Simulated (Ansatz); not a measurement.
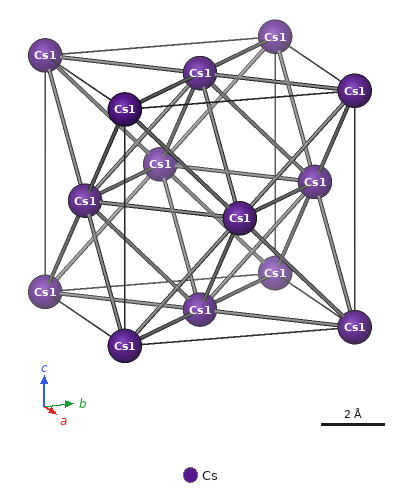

**Figure 1.** The input geometry of run 1 (ball-and-stick view of the cell 4 times as large as that of the calculation, set on its symmetry axes, seen slightly off an axis; atoms are numbered from 1 in the order of the input). An atom can appear more than once, as a periodic image. Near neighbours in the periodic cell (some may lie outside the picture): Cs has 12 Cs at 5.48 Å.

# Cs: one change and its effect

System: Cs (Fm-3m, 1 atom in the cell).
Method of run 1: DFT, PBEsol, all-electron LAPW, scalar-relativistic, no spin polarisation (Ansatz 0.2.0).

Text and figures count atoms from 1; the logs count them from 0 in places.

Input, run 1:
```yaml
crystal:
  lattice:
    - [0.0, 3.8784308267, 3.8784308267]
    - [3.8784308267, 0.0, 3.8784308267]
    - [3.8784308267, 3.8784308267, 0.0]
  atoms:
    - { symbol: Cs, position: [0.0, 0.0, 0.0] }
kpoints:
  mp_grid: { grid: [12, 12, 12] }
  band_path:
    path:
      - [0.0, 0.0, 0.0]
      - [0.5, 0.0, 0.5]
      - [0.625, 0.25, 0.625]
      - [0.375, 0.375, 0.75]
      - [0.0, 0.0, 0.0]
      - [0.5, 0.5, 0.5]
      - [0.5, 0.25, 0.75]
      - [0.5, 0.0, 0.5]
    npoints: 5
scf:
  occupations: { method: fermi_dirac, width: 0.05 }
hamiltonian:
  xc: pbesol
  pseudopotentials: { kind: all_electron, lapw: { basis_error: 0.00025 } }
output:
  forces: true
  stress: true
  eigenvalues: true
```

Command:
```bash
ansatz run input.yaml --threads 1 --pin off --max-ram 2048MiB --backend cpu --events-out ev --progress --plain --runs-dir out
```

Hardware: 1 thread of Arm Neoverse V1, 24 GiB of memory available, shared host.

Output, shortened to warnings, some set-up lines, iterations and results (run 1):
```
Basis set: ecut = 49.28096587807169 eV, 89 PW (Γ), exchange–correlation at level 2
Symmetry: 48 space group operations
k-points: 72 of 1728
Initial density: superposition of atomic densities (chi_scale 0.1, normalization cell)
[...]
SCF iter   1: F=—  HF=-211800.610567 eV  |F-HF|=—  |Δ(HF+E_count)|=         —  Δρ=7.00e-4  dr2=1.52e-3  ethr=8.00e-6  ⟨swp⟩=4.8  Hψ=7221  notcnv=0
SCF iter   2: F=—  HF=-211800.610830 eV  |F-HF|=—  |Δ(HF+E_count)|=   2.63e-4  Δρ=1.94e-4  dr2=1.18e-4  ethr=6.21e-7  ⟨swp⟩=2.0  Hψ=5308  notcnv=0
SCF iter   3: F=—  HF=-211800.610256 eV  |F-HF|=—  |Δ(HF+E_count)|=   5.74e-4  Δρ=2.10e-4  dr2=1.67e-4  ethr=6.19e-7  ⟨swp⟩=2.2  Hψ=3316  notcnv=0
SCF iter   4: F=—  HF=-211800.610321 eV  |F-HF|=—  |Δ(HF+E_count)|=   6.46e-5  Δρ=1.19e-4  dr2=6.31e-5  ethr=6.19e-7  ⟨swp⟩=2.0  Hψ=3302  notcnv=0
SCF iter   5: F=—  HF=-211800.610346 eV  |F-HF|=—  |Δ(HF+E_count)|=   2.50e-5  Δρ=5.62e-5  dr2=1.62e-5  ethr=3.32e-7  ⟨swp⟩=2.0  Hψ=3304  notcnv=0
SCF iter   6: F=—  HF=-211800.610351 eV  |F-HF|=—  |Δ(HF+E_count)|=   5.03e-6  Δρ=1.58e-5  dr2=8.53e-7  ethr=8.53e-8  ⟨swp⟩=2.8  Hψ=3358  notcnv=0
SCF iter   7: F=-211800.610351 eV  HF=-211800.610351 eV  |F-HF|=5.34e-8  |Δ(HF+E_count)|=   2.23e-7  Δρ=5.54e-6  dr2=7.89e-8  ethr=4.49e-9  ⟨swp⟩=2.1  Hψ=3309  notcnv=0
SCF 1 converged in 7 iterations: F = -211800.610351 eV  dr2 = 7.89e-8
NSCF: frozen V_eff on 36 k-points
SCF converged after 7 iterations
Free energy (F): -211800.610351 eV
Harris-Foulkes:  -211800.610351 eV  (|F-HF|=5.34e-8)
Internal energy: -211800.599880 eV  (E = F + TS)
E sigma→0 (E₀):  -211800.605116 eV
Entropy (-TS):   -0.010471 eV (-10.471 meV/atom)
Fermi energy:    3.149655 eV
--- Per-component energies (eV) ---
  E_band       = -764.309444
  E_kinetic    = 225143.016990
  E_xc         = -5153.719077
  E_electrostatic = -431789.897793  (all electrons and nuclei)
  E_smearing   = -0.010471  (= −TS)
  E_closure    = 0.000000  (closes the sum)
  E_atoms      = -211799.681547  (free atoms, spherical and without spin; not in F)
  Σ components = -211800.610351   (vs F -211800.610351, Δ=0.00e0)
  Basis errors (estimates in eV, not in F): energy 5.2e-5 per atom: plane waves 5.1e-5 (2.6e-5 summed), levels above the bands 2.8e-31, relativity 1.8e-9, radial functions 1.7e-6, core shells 7.3e-10; eigenvalues (radial functions only) 9.9e-7; not estimated: angular momenta, meshes, grids; target …
--- Forces (eV/Å), atoms counted from 1 ---
  atom   1  Cs     0.00000000    -0.00000000     0.00000000
  max |Σ_I F_I| component: 4.11e-33 eV/Å
--- Stress (GPa, compression-positive) ---
       -0.122167      -0.000000      -0.000000
       -0.000000      -0.122167       0.000000
       -0.000000       0.000000      -0.122167
  P = ⅓ Tr σ = -0.1222 GPa (-1.222 kbar)
```

The input of run 2 differs as follows (lines with − go, lines with + come):
```diff
-  xc: pbesol
+  xc: lda
```

How does run 2 compare with run 1?

The total energies belong to different methods, so their difference says nothing on which is more stable or more accurate. The pressure goes from −0.12 to −0.34 GPa. The functional changes from PBEsol to LDA. The SCF takes 6 iterations against 7.

Output, shortened to warnings, some set-up lines, iterations and results (run 2):
```
Basis set: ecut = 49.38850170055314 eV, 89 PW (Γ), exchange–correlation at level 2
Symmetry: 48 space group operations
k-points: 72 of 1728
Initial density: superposition of atomic densities (chi_scale 0.1, normalization cell)
[...]
SCF iter   1: F=—  HF=-211719.813559 eV  |F-HF|=—  |Δ(HF+E_count)|=         —  Δρ=6.20e-4  dr2=1.10e-3  ethr=5.75e-6  ⟨swp⟩=4.9  Hψ=7284  notcnv=0
SCF iter   2: F=—  HF=-211719.813527 eV  |F-HF|=—  |Δ(HF+E_count)|=   3.15e-5  Δρ=1.65e-4  dr2=7.78e-5  ethr=4.10e-7  ⟨swp⟩=2.0  Hψ=5362  notcnv=0
SCF iter   3: F=—  HF=-211719.813168 eV  |F-HF|=—  |Δ(HF+E_count)|=   3.59e-4  Δρ=1.12e-4  dr2=3.93e-5  ethr=4.09e-7  ⟨swp⟩=2.9  Hψ=3364  notcnv=0
SCF iter   4: F=—  HF=-211719.813115 eV  |F-HF|=—  |Δ(HF+E_count)|=   5.23e-5  Δρ=5.05e-5  dr2=8.65e-6  ethr=2.07e-7  ⟨swp⟩=2.9  Hψ=3364  notcnv=0
SCF iter   5: F=—  HF=-211719.813114 eV  |F-HF|=—  |Δ(HF+E_count)|=   1.48e-6  Δρ=1.78e-5  dr2=1.20e-6  ethr=4.55e-8  ⟨swp⟩=2.9  Hψ=3364  notcnv=0
SCF iter   6: F=-211719.813115 eV  HF=-211719.813115 eV  |F-HF|=3.27e-8  |Δ(HF+E_count)|=   8.06e-7  Δρ=3.43e-6  dr2=4.40e-8  ethr=6.33e-9  ⟨swp⟩=2.9  Hψ=3364  notcnv=0
SCF 1 converged in 6 iterations: F = -211719.813115 eV  dr2 = 4.40e-8
NSCF: frozen V_eff on 36 k-points
SCF converged after 6 iterations
Free energy (F): -211719.813115 eV
Harris-Foulkes:  -211719.813115 eV  (|F-HF|=3.27e-8)
Internal energy: -211719.802660 eV  (E = F + TS)
E sigma→0 (E₀):  -211719.807887 eV
Entropy (-TS):   -0.010455 eV (-10.455 meV/atom)
Fermi energy:    3.000838 eV
--- Per-component energies (eV) ---
  E_band       = -767.149354
  E_kinetic    = 225016.430324
  E_xc         = -5071.965772
  E_electrostatic = -431664.267212  (all electrons and nuclei)
  E_smearing   = -0.010455  (= −TS)
  E_closure    = 0.000000  (closes the sum)
  E_atoms      = -211718.842150  (free atoms, spherical and without spin; not in F)
  Σ components = -211719.813115   (vs F -211719.813115, Δ=0.00e0)
  Basis errors (estimates in eV, not in F): energy 5.3e-5 per atom: plane waves 5.3e-5 (2.6e-5 summed), levels above the bands 1.1e-30, relativity 2.8e-10, radial functions 9.6e-7, core shells 7.5e-10; eigenvalues (radial functions only) 1.0e-6; not estimated: angular momenta, meshes, grids; target …
--- Forces (eV/Å), atoms counted from 1 ---
  atom   1  Cs    -0.00000000    -0.00000000     0.00000000
  max |Σ_I F_I| component: 4.11e-33 eV/Å
--- Stress (GPa, compression-positive) ---
       -0.340995      -0.000000      -0.000000
       -0.000000      -0.340995      -0.000000
       -0.000000      -0.000000      -0.340995
  P = ⅓ Tr σ = -0.3410 GPa (-3.410 kbar)
```

The two runs side by side:

```csv
quantity,run 1,run 2
outcome,converged,converged
free energy per atom (eV),−211800.6104,−211719.8131
"energy per atom, smearing taken to zero (eV)",−211800.6051,−211719.8079
pressure (GPa),−0.12,−0.34
largest force (eV/Å),0.000,0.000
SCF iterations,7,6
irreducible k-points,72,72
plane waves at Γ,89,89
wall time (shared host),5 s,4.8 s
```
